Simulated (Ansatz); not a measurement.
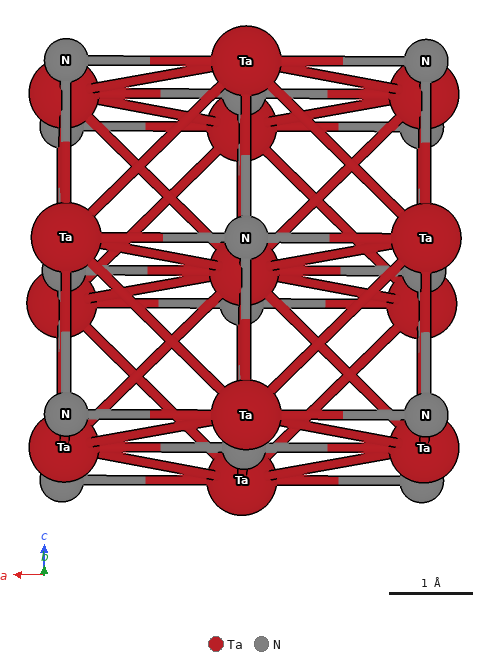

Normal modes of crystalline TaN relaxed at 4 GPa, space group Fm-3m (No. 225), at the zone centre. The picture is a ball-and-stick view of the conventional cell (4 times the calculation's cell), seen from a free direction. Lengths and directions refer to the drawn axes.

Method: Ansatz, DFT PBEsol, scalar-relativistic, plane waves, PAW.

The input:
```yaml
crystal:
  lattice:
    - [0.0, 2.180431913, 2.180431913]
    - [2.180431913, 0.0, 2.180431913]
    - [2.180431913, 2.180431913, 0.0]
  atoms:
    - { symbol: Ta, position: [0.5, 0.5, 0.5] }
    - { symbol: "N", position: [0.0, 0.0, 0.0] }
basis:
  ecutwfc: 420
kpoints:
  mp_grid: { grid: [16, 16, 16] }
hamiltonian:
  xc: pbesol
scf:
  occupations: { method: fermi_dirac, width: 0.15 }
output:
  eigenvalues: true
phonons:
  method: dfpt
  eigenvectors: true
```

Run as
```bash
ansatz run input.yaml --threads 1 --pin off --max-ram 3072MiB --backend cpu --events-out ev --progress --plain --runs-dir out
```

The frequencies depend somewhat on the k-mesh and the smearing.

Q: Give the spectrum at this point.

A: The calculation's cell holds 2 atoms, so there are 3 optical modes, in 1 level. The optical modes span T₁u. No level is unstable.

```csv
level,symmetry,frequency (cm⁻¹),activity
1,T₁u,424,infrared-active
```

The crystal is a metal, so free carriers screen the infrared response.

The displacement patterns (one member of each degenerate set):

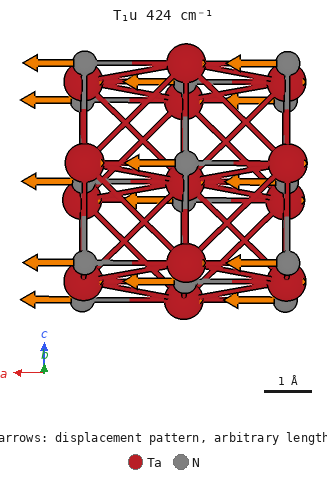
